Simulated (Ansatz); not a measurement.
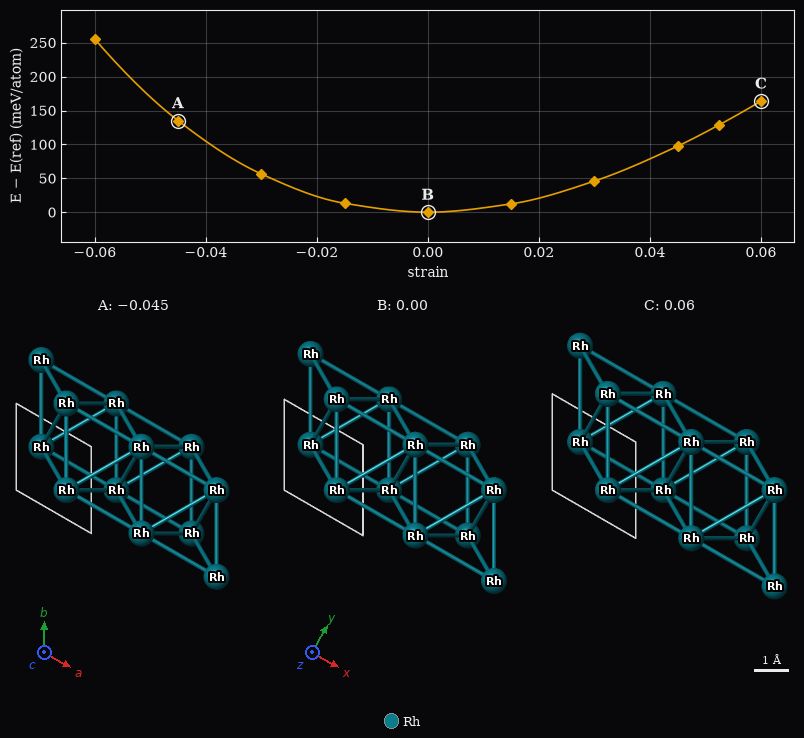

Energy scan for solid Rh (P6_3/mmc), in which the cell is strained equally along x and y, with the atoms kept at their fractional coordinates. x, y and z are the Cartesian axes of the input. The lettered frames are marked on the plot. The picture is a ball-and-stick view of the cell of the calculation, repeated 3 × 2 × 2 with one cell outlined, seen along the c axis.

Theory: DFT PBEsol, scalar-relativistic, plane waves, PAW in Ansatz 0.2.0. (plane-wave cutoff 420 eV; k-point mesh 24 × 24 × 14; occupations gaussian; smearing width 0.15 eV; no spin polarisation). Energies (free energies at the smearing named) are counted from the relaxed crystal.

Question: Read off the main features of the energy profile.

Answer: Of the computed points the lowest is at the strain 0.00, 0.0 meV/atom. At the ends of the scan the energy is 255.2 meV/atom (−0.06) and 163.8 meV/atom (0.06). The curvature at zero strain, (1/V) d²E/dε², is about 1300 GPa; it is C₁₁ + C₂₂ + 2C₁₂ with clamped ions. The distortion keeps the space group P6_3/mmc. At the strain −0.06 the cell of the drawing goes a 2.689 → 2.527 Å, b 2.689 → 2.527 Å.

The computed points:

```
 strain  E − E(ref) (meV/atom)
−0.0600                  255.2
−0.0450                  135.1
−0.0300                   56.4
−0.0150                   13.2
 0.0000                    0.0
 0.0150                   12.3
 0.0300                   45.9
 0.0450                   97.5
 0.0525                  129.0
 0.0600                  163.8
```
